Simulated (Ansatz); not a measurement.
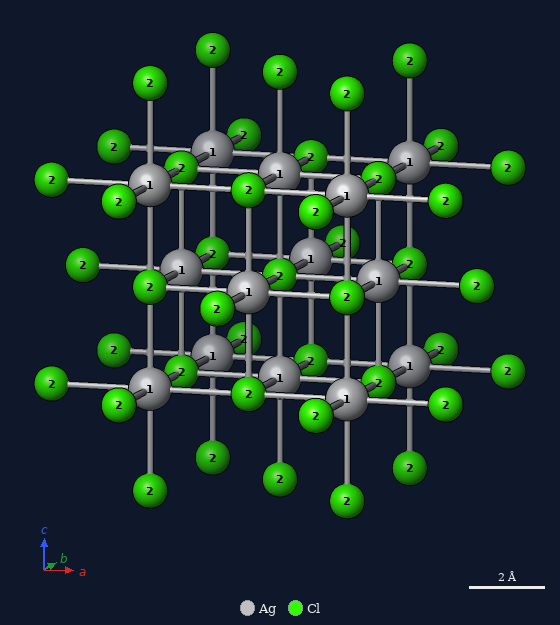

This is crystalline AgCl (built on the rocksalt type) at its r2SCAN-relaxed geometry. Style: ball-and-stick. Shown: the conventional cell (4 times the calculation's cell), slightly off an axis. Lengths and directions refer to the drawn axes.

Computed with Ansatz, DFT, PBE, plane waves, PAW. (plane-wave cutoff 420 eV; k-point mesh 8 × 8 × 8; occupations fermi dirac; smearing width 0.02 eV; no spin polarisation)

The variant: All lengths are scaled by −0.5 % (volume −1.5 %). The atoms were relaxed with r2SCAN under that strain, and this is a single point on that geometry.

Q: What does the calculation give for the changed structure?

A: Among the bonded contacts that change: Ag–Cl 2.773 → 2.759 Å. The space group stays Fm-3m (No. 225). It costs 4.0 meV per atom. Pressure: 1.6 GPa before, 2.4 GPa after. All forces vanish by symmetry.
